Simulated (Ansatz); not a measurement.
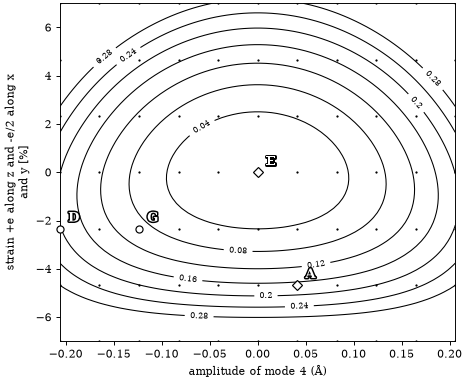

Al₃Cu₂ (P-3m1, No. 164; 5 atoms in the cell). The energy is mapped over a normal mode and a strain (zone-centre modes of the 5-atom cell of this scan) (x along [1 0 0], y along [1 2 0], z along [0 0 1] of the conventional cell). First axis: amplitude of mode 4 (128 cm⁻¹), largest displacement in the unstrained cell. Second axis: strain +e along z and -e/2 along x and y. Nothing is relaxed (the pattern is fixed in fractional coordinates). The scan uses an 11 × 7 grid; 42 points were computed and 35 follow by symmetry. Points are written as (first, second). Energies: eV per cell, counted from the lowest grid point. The calculation used DFT LDA, scalar-relativistic, plane waves, PAW (Ansatz). Settings: cutoff 520 eV, k-mesh 12×12×8 in the order of the run's cell vectors, gaussian smearing 0.15 eV, no spin polarisation.

Drawn: contour lines labelled in eV (none above 0.28), dots at the grid points, lettered points. Between grid points the surface is interpolated.

Rank the lettered points by energy, lowest first.

E (0.000 eV), G (0.094 eV), A (0.169 eV), D (0.202 eV).

What kind of point is each of A, E: minimum, saddle, maximum or slope?

A: on a slope; E: minimum. (In these two coordinates alone; a stationary point may lie a little off the grid point.)

PAW datasets: the set soft_1.
